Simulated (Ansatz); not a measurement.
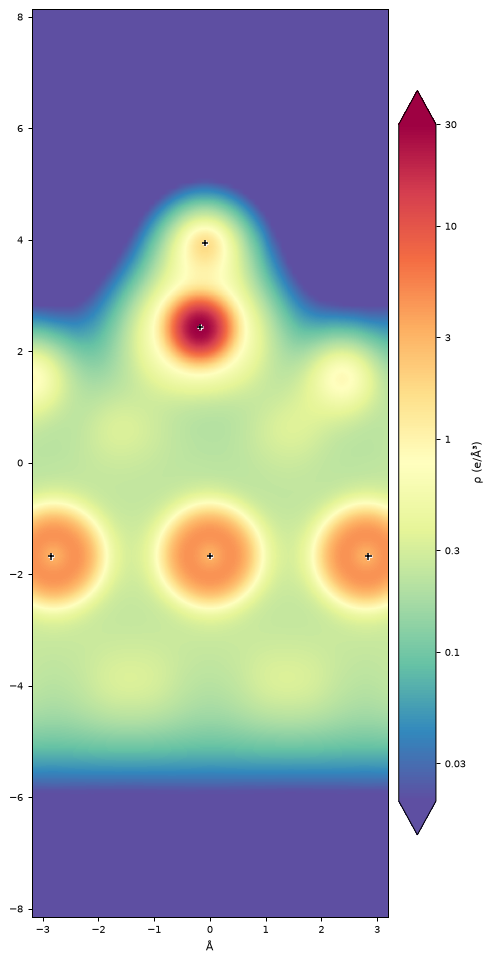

The valence pseudo-density on a plane through atoms (crosses mark nuclei in the plane).

Level of theory: Ansatz, DFT PBE+D3(BJ), scalar-relativistic, plane waves, PAW.

Candidates:
A. Ta12AsH3 (slab), a = 5.69 Å, b = 5.69 Å, c = 24.84 Å, α = 90.00°, β = 90.00°, γ = 109.47°. 
B. Ta (slab), a = 5.69 Å, b = 5.69 Å, c = 20.65 Å, α = 90.00°, β = 90.00°, γ = 109.47°. 

### Which system is this?

Candidate A: Ta12AsH3 on the (010) plane of the calculation cell, a cut from vacuum to vacuum, which holds Ta, As and H. As–H (1.52 Å): the density is about 1.4 e/Å³ at the midpoint.
